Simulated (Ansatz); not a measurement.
# SnSe$_{2}$: geometry relaxation

System: SnSe$_{2}$ (slab, 3 atoms in the cell).
Method: DFT PBE+D3(BJ), scalar-relativistic, plane waves, PAW, no spin polarisation (Ansatz 0.2.0).

The structure derives from an entry of the Crystallography Open Database. It belongs to a series of runs on one base structure; here: strain along x +0.020, atoms relaxed. Figures and captions count atoms from 1; the log counts them from 0 in places.

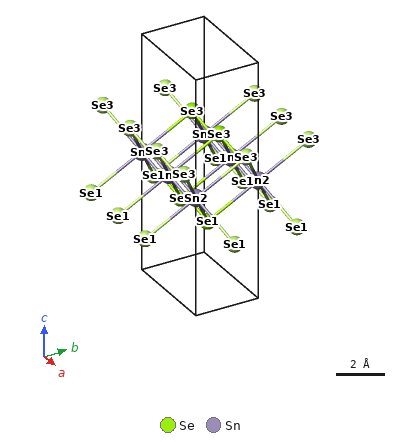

The input geometry (ball-and-stick view of the 2 × 1 repeat of the cell, with the vacuum cut short, seen slightly off an axis; neighbours outside the cell are drawn fainter; atoms are numbered from 1 in the order of the input). An atom can appear more than once, as a periodic image. Near neighbours in the periodic cell (some may lie outside the picture): Se has 3 Sn at 2.73 to 2.75 Å; Sn has 6 Se at 2.73 to 2.75 Å.

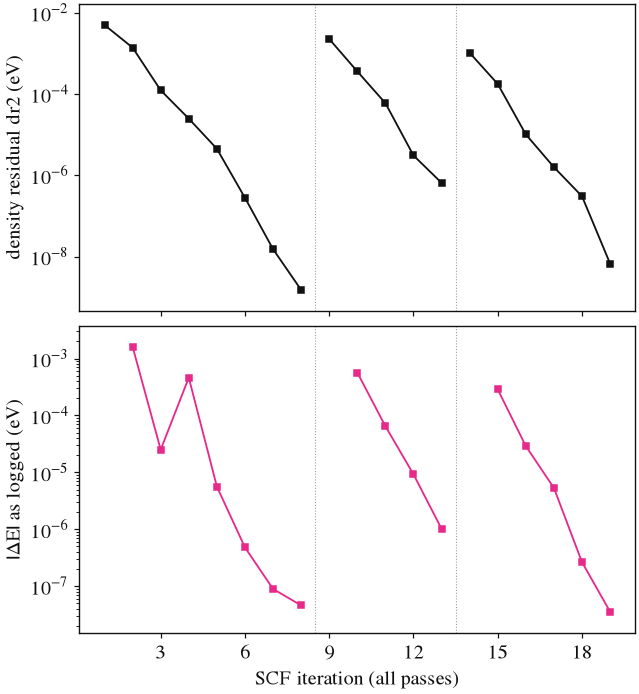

Convergence of the self-consistent field: density residual dr2 and size of the energy change against the SCF iteration. The dotted lines part the SCF passes of the relaxation: geometry steps, rejected trials and re-solves on a re-selected basis. The passes take 8, 5 and 6 iterations.

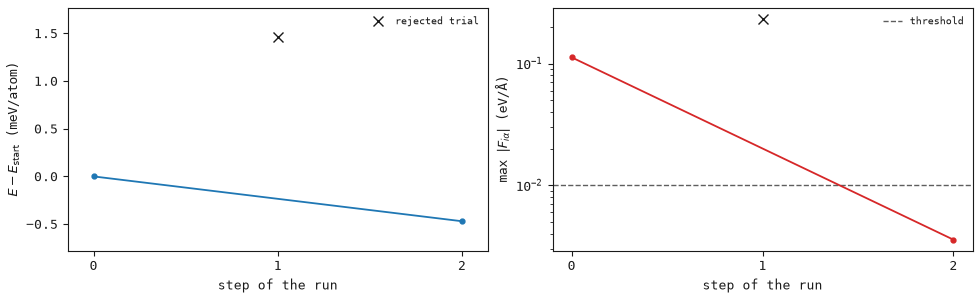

Progress of the relaxation, step by step (the first geometry is step 0 here and step 1 in the log). Over 2 geometry steps the energy falls by 0.5 meV per atom. Largest force component: 0.11 eV/Å at the start, 0.0036 eV/Å at the end. The line search rejected the trial step at point 1 (counted from 0) and went back. The largest moves, 0.012 Å, are those of Se1 and Se3. Sn stays in place. The lattice vectors keep their values. Among the contacts that change: Se1–Sn2 2.754 → 2.746 Å. (Atoms are counted from 1 in the order of the input.)

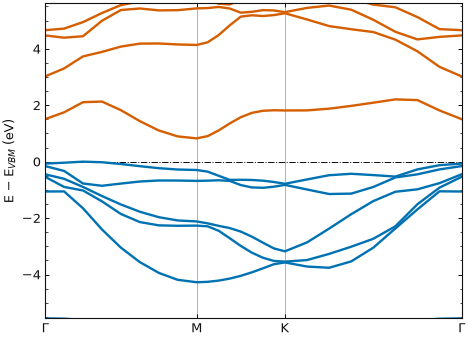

Band structure along Γ–M–K–Γ, with energies from the valence-band top. There is a gap of 0.82 eV on this path, indirect, from between Γ and M to M.

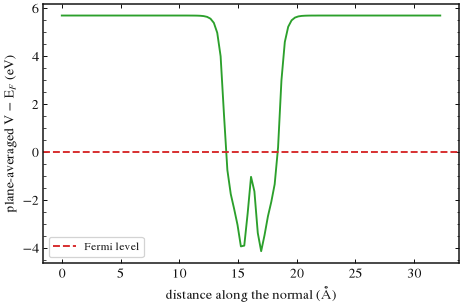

Plane average of the electrostatic potential energy of an electron across the cell, from the Fermi level. The vacuum level lies 5.68 eV above the Fermi level.

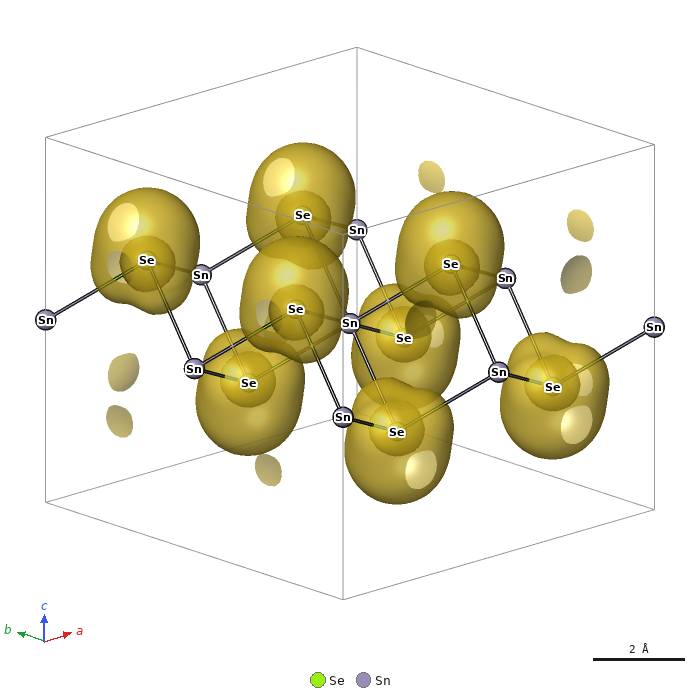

Isosurface of the electron localisation function at 0.7 (yellow), seen at an oblique angle. Core shells and regions of very low density are left out. Sticks mark near contacts. Along the contacts the grid gives the following. Sn–Se (2.72 Å): the ELF is about 0.60 at the midpoint. Core electrons are frozen (PAW), so the fields are smoothed inside the atomic spheres.

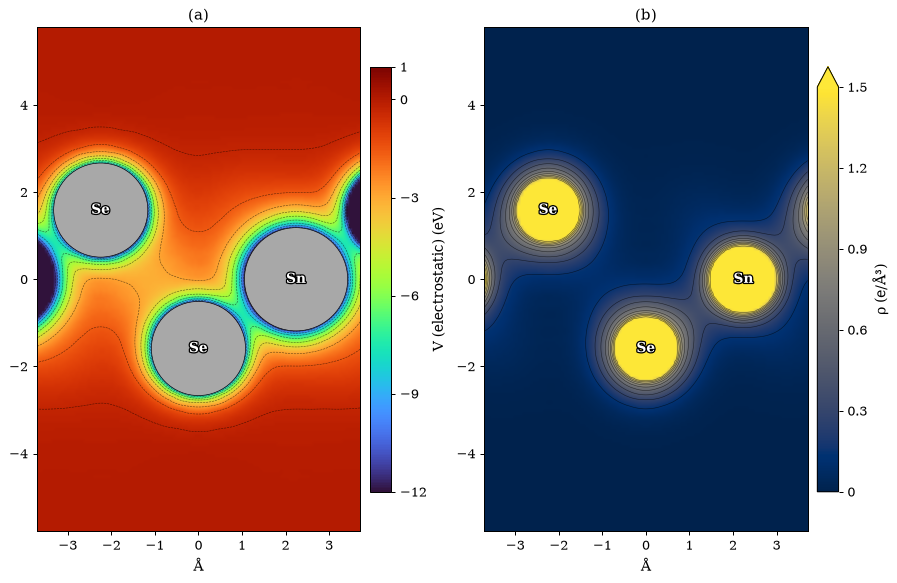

(a) electrostatic potential energy of an electron; (b) valence electron density on the (110) plane of the calculation cell, a cut from vacuum to vacuum. Grey discs, where drawn, cover atomic cores. Sn–Se (2.75 Å): ρ is about 0.37 e/Å³ halfway. The density dies away to nearly zero in the vacuum.

The input and output of the run follow.

### Input file
```yaml
crystal:
  lattice:
    - [3.9011726547, 0.0, 0.0]
    - [-1.9505863274, 3.3122692387, 0.0]
    - [0.0, 0.0, 32.3760079986]
  atoms:
    - { symbol: Se, position: [0.6666666667, 0.3333333333, 0.4505636621] }
    - { symbol: Sn, position: [0.0, 0.0, 0.5] }
    - { symbol: Se, position: [0.3333333333, 0.6666666667, 0.5494363379] }
  periodic: [true, true, false]
basis:
  ecutwfc: 420
kpoints:
  mp_grid: { grid: [12, 12, 1] }
  band_path:
    path:
      - [0, 0, 0]
      - [0.5, 0, 0]
      - [0.3333333333333, 0.3333333333333, 0]
      - [0, 0, 0]
    npoints: 8
hamiltonian:
  xc: pbe
  dispersion: d3bj
scf:
  occupations: { method: gaussian, width: 0.02 }
output:
  forces: true
  stress: true
  eigenvalues: true
  write_density: true
  write_potential: true
  elf: true
  volumetric_format: npy
relax:
  adjacent_minimum: "off"
  f_tol: 0.01
  max_steps: 40
```

Command:
```bash
ansatz run input.yaml --threads 2 --pin off --max-ram 5120MiB --backend cpu --events-out ev --progress --plain --runs-dir out
```

### Log
```
Warning: output.stress: scf.convergence.dr2_threshold = 1e-7 eV (the SCF's general default) is looser than the 3e-10 eV advised for a printed stress (1e-10 eV for each atom of the cell: 3). What an SCF threshold leaves in a stress goes as its square root, and in the free energy as the threshold itself, and one threshold admits the most on a small cell: of the crystals measured, under no hybrid functional and no lock of the moments, on runs that ended without the residual-converged pass, on stresses that held no estimate of that error, the worst erred by over 100 MPa in a component at 1e-7 eV an atom and by under 5 at 1e-10. Every solve of this run answers to scf.convergence.dr2_threshold, and the tensor of one is reported: a single SCF on the reported geometry and on this run's grids (its basis.xc_grid and basis.ecutrho_ratio typed), with scf.convergence.dr2_threshold at 3e-10 eV or tighter, prints it and tightens no other solve. Else set scf.convergence.dr2_threshold to 3e-10 eV or tighter. The threshold is an SCF's pass mark: one that does not reach it within its budget of iterations ends unconverged, or closes short of it on a stop that the run arms, and scf.convergence.dr2_threshold's page says what that costs each kind of run
Engine: ansatz 0.2.0, x86_64-unknown-linux-gnu
Pseudopotentials: kind: paw
Pseudopotential: Se, paw, valence charge 16, recommended cutoff 420 eV (normal), Se.paw.azcp
Pseudopotential: Sn, paw, valence charge 14, recommended cutoff 420 eV (normal), Sn.paw.azcp
Functional definition: PBE
  parameter kappa = 0.804
  parameter beta = 0.06672455060314922
  exchange = pbe_x(kappa = kappa, mu = beta*pi^2/3)
  correlation = pbe_c(beta = beta)
Crystal: 3 atoms, lattice volume = 418.354 Å³
Basis set: ecut = 420 eV, 8241 PW (Γ), exchange–correlation on 54×54×450 points (8 copies of the dense FFT grid, shifted against one another)
Bands: 28, of which v1, the nominal top of the filled ones, is band 23 counted from 1 (22 counted from 0)
Symmetry: 4 space group operations
Space group: C2/m (ITA 12), of the structure as read, at distance tolerance 7.5e-5 Å
k-points: 43 of 144
Non-local potential: Se, projectors of the file, l = 0: 2, l = 1: 2, l = 2: 3, l = 3: 1
Non-local potential: Sn, projectors of the file, l = 0: 2, l = 1: 2, l = 2: 2, l = 3: 2
PAW form: soft (Blöchl's): semilocal exchange-correlation on the pseudo side does not see the compensation charge
PAW one-centre angular grid: Se, 590 points (default); XC on 64 Gauss nodes
PAW one-centre angular grid: Sn, 590 points (default); XC on 64 Gauss nodes
Initial density: superposition of atomic densities (neutral atoms: chi_scale 0, normalization atom), corrected by the library's trained network
Initial wavefunctions: pseudopotential atomic-orbital guess
Functional: x = pbe(κ = 0.804, μ = 0.2195149727645171), c = pbe(β = 0.06672455060314922)
SCF iter   1: F=—  HF=-16964.124465 eV  |F-HF|=—  |Δ(HF+E_count)|=         —  Δρ=6.98e-4  dr2=4.97e-3  ethr=1.77e-3  ⟨swp⟩=16.5  Hψ=8561  notcnv=0
preconditioner: auto → Resta (q_TF=auto, 1.888 Å⁻¹)  ε∞=1.6  [insulator: Δε(μ)=0.675 eV  Ē_g=9.561 eV  σ=0.020 eV  W_gap=1.00  n_scr=30 (ndim 8)  ℏωp=7.3 eV  f_vac=0.787  D(μ)=0.00/eV (n_scr^D=0)  ε∞_Penn≈1.6  vacuum switching on, ρ_ref=6.6e-3 e/Å³]
SCF iter   2: F=—  HF=-16964.122851 eV  |F-HF|=—  |Δ(HF+E_count)|=   1.61e-3  Δρ=3.88e-4  dr2=1.38e-3  ethr=1.08e-5  ⟨swp⟩=4.4  Hψ=3562  notcnv=0  defer=43
SCF iter   3: F=—  HF=-16964.122876 eV  |F-HF|=—  |Δ(HF+E_count)|=   2.51e-5  Δρ=2.03e-4  dr2=1.23e-4  ethr=3.00e-6  ⟨swp⟩=2.3  Hψ=1580  notcnv=0  defer=43
SCF iter   4: F=—  HF=-16964.123339 eV  |F-HF|=—  |Δ(HF+E_count)|=   4.62e-4  Δρ=8.37e-5  dr2=2.47e-5  ethr=2.67e-7  ⟨swp⟩=3.1  Hψ=2259  notcnv=0  defer=43
SCF iter   5: F=—  HF=-16964.123333 eV  |F-HF|=—  |Δ(HF+E_count)|=   5.64e-6  Δρ=3.44e-5  dr2=4.48e-6  ethr=5.36e-8  ⟨swp⟩=2.7  Hψ=1832  notcnv=0  defer=43
iter 6 did not close the SCF: its close was put off until two iterations running show no level that it waits for move by more than its bar (scf_convergence_deferred on its scf_iter line)
SCF iter   6: F=-16964.123333 eV  HF=-16964.123334 eV  |F-HF|=2.52e-7  |Δ(HF+E_count)|=   4.81e-7  Δρ=7.72e-6  dr2=2.79e-7  ethr=5.43e-9  ⟨swp⟩=25.4  Hψ=14439  notcnv=0
iter 7 did not close the SCF: its close was put off until two iterations running show no level that it waits for move by more than its bar (scf_convergence_deferred on its scf_iter line)
SCF iter   7: F=-16964.123334 eV  HF=-16964.123334 eV  |F-HF|=4.86e-8  |Δ(HF+E_count)|=   8.96e-8  Δρ=1.79e-6  dr2=1.52e-8  ethr=6.06e-10  ⟨swp⟩=12.0  Hψ=9807  notcnv=0
SCF iter   8: F=-16964.123334 eV  HF=-16964.123334 eV  |F-HF|=9.01e-9  |Δ(HF+E_count)|=   4.61e-8  Δρ=5.62e-7  dr2=1.51e-9  ethr=3.31e-11  ⟨swp⟩=10.0  Hψ=8405  notcnv=0
SCF 1 converged in 8 iterations: F = -16964.123334 eV  dr2 = 1.51e-9
  greatest PAW one-centre occupation: 1.000 electrons in one spin orbital (limit 2), on the Se atom at site 2 (counted from 0), in its partial waves of l = 2
relax step   1: F+E_penalty+E_count = -16964.12333358 eV  Δ(F+E_penalty+E_count) = +0.000e0 eV  max|allowed force component| = 1.124e-1 eV/Å  Δτ_max = 0.0000 Å  (8 SCF iters, dr2 threshold 2.50e-6 eV, accepted)
Initial density: handed on by an earlier stage of this run
Initial wavefunctions: those handed on with the density
iter 1 solved again at ethr=4.94e-6 eV; its pass at ethr=3.10e-3 eV (dr2=2.27e-3 eV) is discarded
SCF iter   1: F=—  HF=-16964.119589 eV  |F-HF|=—  |Δ(HF+E_count)|=         —  Δρ=7.36e-4  dr2=2.25e-3  ethr=4.94e-6  ⟨swp⟩=3.0  Hψ=4756  notcnv=0  defer=43
preconditioner: auto → Resta (q_TF=auto, 1.888 Å⁻¹)  ε∞=1.6  [insulator: Δε(μ)=0.758 eV  Ē_g=9.673 eV  σ=0.020 eV  W_gap=1.00  n_scr=30 (ndim 8)  ℏωp=7.3 eV  f_vac=0.789  D(μ)=0.00/eV (n_scr^D=0)  ε∞_Penn≈1.6  vacuum switching on, ρ_ref=6.8e-3 e/Å³]
SCF iter   2: F=—  HF=-16964.119022 eV  |F-HF|=—  |Δ(HF+E_count)|=   5.68e-4  Δρ=3.11e-4  dr2=3.59e-4  ethr=4.88e-6  ⟨swp⟩=2.0  Hψ=1654  notcnv=0  defer=43
SCF iter   3: F=—  HF=-16964.118957 eV  |F-HF|=—  |Δ(HF+E_count)|=   6.49e-5  Δρ=8.22e-5  dr2=5.94e-5  ethr=7.81e-7  ⟨swp⟩=3.6  Hψ=2163  notcnv=0  defer=43
SCF iter   4: F=—  HF=-16964.118948 eV  |F-HF|=—  |Δ(HF+E_count)|=   9.25e-6  Δρ=2.56e-5  dr2=3.07e-6  ethr=1.29e-7  ⟨swp⟩=3.2  Hψ=1824  notcnv=0  defer=43
SCF iter   5: F=-16964.118948 eV  HF=-16964.118949 eV  |F-HF|=4.15e-7  |Δ(HF+E_count)|=   1.02e-6  Δρ=9.97e-6  dr2=6.50e-7  ethr=1.72e-9  ⟨swp⟩=24.8  Hψ=14038  notcnv=0
SCF 2 converged in 5 iterations: F = -16964.118948 eV  dr2 = 6.50e-7
relax step   2: F+E_penalty+E_count = -16964.11894813 eV  Δ(F+E_penalty+E_count) = +4.385e-3 eV  max|allowed force component| = 2.341e-1 eV/Å  Δτ_max = 0.0375 Å  (5 SCF iters, dr2 threshold 7.89e-7 eV, rejected (line search))
SCF iter   1: F=—  HF=-16964.125055 eV  |F-HF|=—  |Δ(HF+E_count)|=         —  Δρ=5.04e-4  dr2=1.03e-3  ethr=2.24e-5  ⟨swp⟩=5.2  Hψ=3061  notcnv=0  defer=43
preconditioner: auto → Resta (q_TF=auto, 1.888 Å⁻¹)  ε∞=1.6  [insulator: Δε(μ)=0.704 eV  Ē_g=9.598 eV  σ=0.020 eV  W_gap=1.00  n_scr=30 (ndim 8)  ℏωp=7.3 eV  f_vac=0.787  D(μ)=0.00/eV (n_scr^D=0)  ε∞_Penn≈1.6  vacuum switching on, ρ_ref=6.7e-3 e/Å³]
SCF iter   2: F=—  HF=-16964.124767 eV  |F-HF|=—  |Δ(HF+E_count)|=   2.87e-4  Δρ=2.17e-4  dr2=1.76e-4  ethr=2.24e-6  ⟨swp⟩=2.0  Hψ=1951  notcnv=0  defer=43
SCF iter   3: F=—  HF=-16964.124738 eV  |F-HF|=—  |Δ(HF+E_count)|=   2.90e-5  Δρ=4.23e-5  dr2=1.01e-5  ethr=3.83e-7  ⟨swp⟩=3.4  Hψ=2125  notcnv=0  defer=43
SCF iter   4: F=—  HF=-16964.124744 eV  |F-HF|=—  |Δ(HF+E_count)|=   5.33e-6  Δρ=1.40e-5  dr2=1.58e-6  ethr=2.20e-8  ⟨swp⟩=4.0  Hψ=2584  notcnv=0  defer=43
SCF iter   5: F=—  HF=-16964.124744 eV  |F-HF|=—  |Δ(HF+E_count)|=   2.65e-7  Δρ=5.85e-6  dr2=3.04e-7  ethr=3.43e-9  ⟨swp⟩=3.7  Hψ=2293  notcnv=0  defer=43
SCF iter   6: F=-16964.124744 eV  HF=-16964.124744 eV  |F-HF|=1.47e-8  |Δ(HF+E_count)|=   3.57e-8  Δρ=1.38e-6  dr2=6.70e-9  ethr=2.17e-10  ⟨swp⟩=22.9  Hψ=11483  notcnv=0
SCF 3 converged in 6 iterations: F = -16964.124744 eV  dr2 = 6.70e-9
relax step   3: F+E_penalty+E_count = -16964.12474390 eV  Δ(F+E_penalty+E_count) = -1.410e-3 eV  max|allowed force component| = 3.569e-3 eV/Å  Δτ_max = 0.0122 Å  (6 SCF iters, accepted)
NSCF: frozen V_eff on 25 k-points
SCF converged after 6 iterations
Free energy (F): -16964.124744 eV
Harris-Foulkes:  -16964.124744 eV  (|F-HF|=1.47e-8)
Internal energy: -16964.124744 eV  (E = F + TS)
E sigma→0 (E₀):  -16964.124744 eV
Fermi energy:    -5.684417 eV
--- Per-component energies (eV) ---
  E_band       = -1499.907908
  E_kinetic    = 423.246959
  E_local      = -101710.009275  (includes V_loc(G=0)·N_el)
  E_nonlocal   = -1222.408955
  E_hartree    = 50612.192948
  E_xc         = -588.900548
  E_vxc        = -290.035996  (∫ρ·V_xc dr)
  E_paw        = -7963.832380  (= ΣΔE_a)
  E_vpaw       = 74.914699  (= ΣTr[D̂ρ^β])
  E_aug_tail   = -0.001208  (compensation charges beyond the density's cutoff)
  E_ewald      = 43486.330912
  E_disp       = -0.743197  (pairwise vdW)
  E_smearing   = -0.000000  (= −TS)
  E_closure    = -0.000000  (closes the sum)
  Σ components = -16964.124744   (vs F -16964.124744, Δ=0.00e0)
--- Forces (eV/Å), atoms counted from 1 ---
  atom   1  Se     0.00000000    -0.00356877     0.00289834
  atom   2  Sn     0.00000000     0.00000000     0.00000000
  atom   3  Se    -0.00000000     0.00356877    -0.00289834
  max |Σ_I F_I| component: 4.34e-19 eV/Å
--- 2D stress c σ (N/m, compression-positive) ---
       -1.186533      -0.000000      -0.000000
       -0.000000      -0.309291       0.000000
        0.000000       0.000000       0.000000
  P = ½ c Tr σ = -0.7479 N/m
--- Band table (eV; the first three rows and the last of 43) ---
  k-point 0: bands = ["-52.6919", "-52.6919", "-52.6915", "-52.6914", "-52.6595", "-52.6594", "-52.6593", "-52.6591", "-52.6474", "-52.6473", "-27.1627", "-27.1565", "-27.1264", "-27.1191", "-27.1145", "-19.4165", "-18.1269", "-11.5824", "-7.0857", "-6.5640", "-6.4754", "-6.1845", "-6.0957", "-4.5217", "-3.0064", "-1.5539 (-1.5539°)", "-1.3674", "-0.4049"]
  k-point 1: bands = ["-52.6919", "-52.6919", "-52.6914", "-52.6914", "-52.6595", "-52.6594", "-52.6593", "-52.6591", "-52.6474", "-52.6473", "-27.1602", "-27.1588", "-27.1251", "-27.1206", "-27.1144", "-19.3513", "-18.0814", "-11.5992", "-7.0977", "-7.0381", "-6.8070", "-6.4676", "-6.1135", "-4.1374", "-2.6117", "-1.5090 (-1.5090°)", "-1.3882", "-0.3123"]
  k-point 2: bands = ["-52.6919", "-52.6919", "-52.6913", "-52.6913", "-52.6595", "-52.6594", "-52.6593", "-52.6591", "-52.6473", "-52.6472", "-27.1661", "-27.1536", "-27.1264", "-27.1188", "-27.1137", "-19.1604", "-17.9555", "-11.6847", "-8.1169", "-7.2433", "-7.2099", "-6.9405", "-6.1124", "-3.8755", "-2.2961", "-1.0533 (-1.0533°)", "-1.0003", "-0.1495"]
  k-point 42: bands = ["-52.6916", "-52.6916", "-52.6913", "-52.6912", "-52.6596", "-52.6595", "-52.6593", "-52.6592", "-52.6471", "-52.6471", "-27.1840", "-27.1550", "-27.1229", "-27.1168", "-27.0992", "-18.0710", "-17.5430", "-12.7914", "-9.7474", "-9.2602", "-8.4550", "-7.1911", "-6.4895", "-4.0697", "-1.1975", "-0.4204", "0.1945", "1.4865"]
  ° read free of the cell's end (the report's vacuum.weakly_bound_levels)
--- Relaxed structure (3 steps of the walk, 2 accepted, 0 SCFs on fresh bases) ---
  F+E_penalty+E_count = -16964.12474390 eV   max|allowed force component| = 3.569e-3 eV/Å
  cell:  # Å, volume = 418.3542 Å³
    - [3.9011726547, 2.9444797171352397e-11, 0.0]
    - [-1.950586327375, 3.3122692386852775, 0.0]
    - [0.0, 0.0, 32.3760079986]
  atoms:
    - { symbol: Se, position: [0.6663466123321593, 0.3326932246643182, 0.45093323610179525] }
    - { symbol: Sn, position: [0.0, 0.0, 0.49999999999999994] }
    - { symbol: Se, position: [0.33365338766784075, 0.6673067753356816, 0.5490667638982047] }
```

### Trajectory as extended XYZ (Å, eV, eV/Å), 3 frames, from step=1 to step=3
```
3
Lattice="3.9012 0.0000 0.0000 -1.9506 3.3123 0.0000 0.0000 0.0000 32.3760" Properties=species:S:1:pos:R:3:forces:R:3 step=1 energy=-16964.12333
Se    1.9506    1.1041   14.5875    0.0000  -0.0093   0.1124
Sn    0.0000    0.0000   16.1880    0.0000   0.0000   0.0000
Se    0.0000    2.2082   17.7886    0.0000   0.0093  -0.1124
3
Lattice="3.9012 0.0000 0.0000 -1.9506 3.3123 0.0000 0.0000 0.0000 32.3760" Properties=species:S:1:pos:R:3:forces:R:3 step=2 energy=-16964.11895 accepted=F
Se    1.9506    1.0993   14.6246    0.0000   0.0040  -0.2341
Sn    0.0000    0.0000   16.1880    0.0000   0.0000   0.0000
Se    0.0000    2.2130   17.7514    0.0000  -0.0040   0.2341
3
Lattice="3.9012 0.0000 0.0000 -1.9506 3.3123 0.0000 0.0000 0.0000 32.3760" Properties=species:S:1:pos:R:3:forces:R:3 step=3 energy=-16964.12474
Se    1.9506    1.1020   14.5994    0.0000  -0.0036   0.0029
Sn    0.0000    0.0000   16.1880    0.0000   0.0000   0.0000
Se    0.0000    2.2103   17.7766    0.0000   0.0036  -0.0029
```

### Key numbers

- outcome: converged
- electrons treated: 46
- free energy: −16964.1247 eV
- work function, top face: 5.68 eV
- work function, bottom face: 5.68 eV
- Fermi energy: −5.684 eV
- gap on the k-point mesh: 0.70 eV
- gap on the band path: 0.83 eV
- final volume: 418.35 Å³
- work function (upper face): 5.68 eV
- largest force (length of the vector) at the end: 0.005 eV/Å
- hardware: 2 threads of Intel Xeon @ 2.70GHz, 189 GiB of memory available, shared host
- wall time: 74 s (CPU time 2.4 min)
- peak memory: 0.87 GiB

### Notes

The program warns: the SCF threshold is looser than advised for the printed stress.
